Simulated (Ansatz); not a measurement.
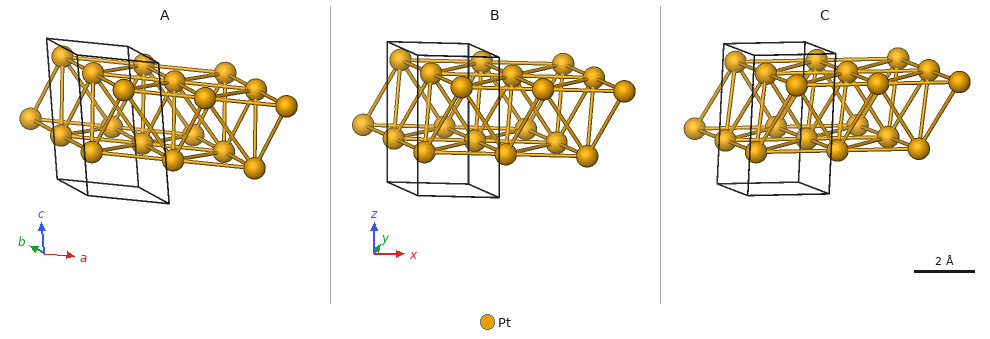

A scan of crystalline Pt (P6_3/mmc) along one coordinate. x, y and z are the Cartesian axes of the input. The picture is a ball-and-stick view of the cell of the calculation, repeated 3 × 3 × 1 with one cell outlined, seen slightly off an axis.

Theory: DFT r2SCAN, scalar-relativistic, plane waves, PAW (Ansatz 0.2.0). Settings: plane-wave cutoff 500 eV; k-point mesh 18 × 18 × 10; occupations gaussian; smearing width 0.15 eV; no spin polarisation. Energies (free energies at the smearing named) are counted from the cell as listed in its source, which wasn't relaxed.

**What is being scanned?**

The cell is strained in shear in the xz plane, with the atoms kept at their fractional coordinates. In the frames the strain is −0.15 (A), 0.00 (B), 0.0937 (C). Their energies are 9.9 meV/atom, 0.0 meV/atom, 2.7 meV/atom.
